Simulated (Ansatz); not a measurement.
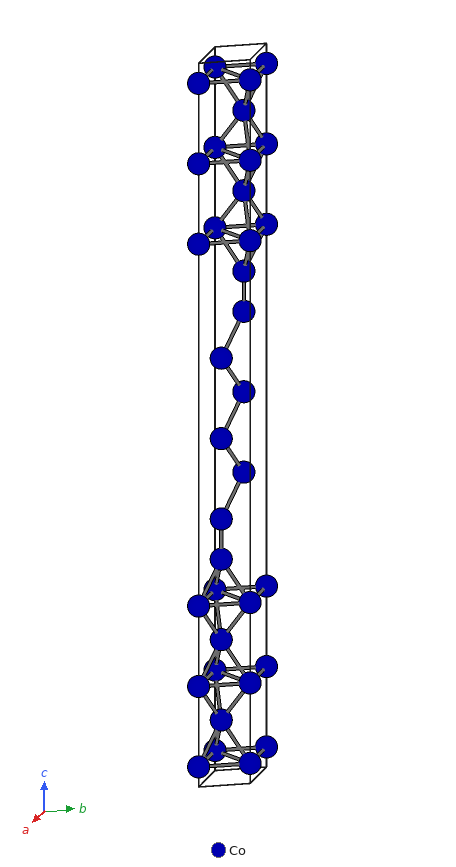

The image is a ball-and-stick drawing of a crystal, viewed slightly off an axis. The parallelepiped is the conventional unit cell. Cell: a = 2.49 Å, b = 2.49 Å, c = 36.30 Å, α = 90.00°, β = 90.00°, γ = 120.00°.

Provenance: a structure listed in the Materials Project. The cell was then strained or its atoms displaced on purpose. Ansatz was used for an electronic-structure calculation on it.

Question: Explain the picture.

Answer: The element is cobalt. The lattice is rhombohedral (trigonal R) and the space group R-3m (No. 166). The cell holds 18 atoms. Co takes three kinds of site: 6c with twelve Co in an anticuboctahedral arrangement at about 2.5 Å; 6c with ten Co at about 2.0 to 2.5 Å; 6c with twelve Co in an anticuboctahedral arrangement at about 2.5 Å. The bonds build a three-dimensional framework.

All computed values are from DFT PBE, scalar-relativistic, plane waves, PAW (Ansatz 0.2.0). Settings: plane-wave cutoff 420 eV, k-points about 0.11 Å⁻¹ apart, Gaussian smearing of 0.15 eV, collinear spins.

Question: Which atoms carry magnetic moments in this run, and how do they order?

Answer: The state reached is ferromagnetic. Sizes: Co 1.6 to 1.7 μB; net moment 9.6 μB in the run's cell of 6 atoms.

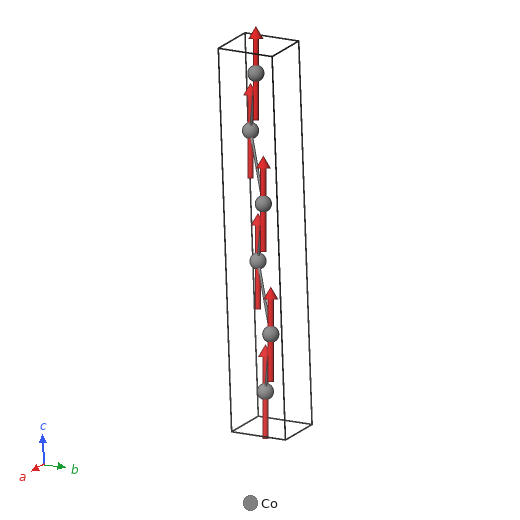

Site moments above 0.25 μB as arrows, small induced ones on non-metal atoms left out (red along the largest or up, blue against, purple across). The run's cell of 6 atoms is drawn, so axes and origin can differ from the first picture.

Question: What does the calculation say: metal or gapped?

Answer: A metal: bands cross the Fermi level.

Question: Is this the optimised geometry for these settings?

Answer: No. The largest force is 2.50 eV/Å, on Co. The pressure is 5.4 GPa, so the cell would expand. The stress isn't hydrostatic: its largest component is 15.8 GPa.

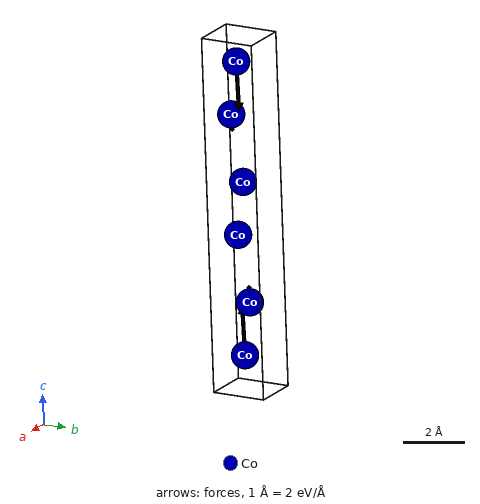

The forces as arrows. The run's cell of 6 atoms is drawn, so axes and origin can differ from the first picture.
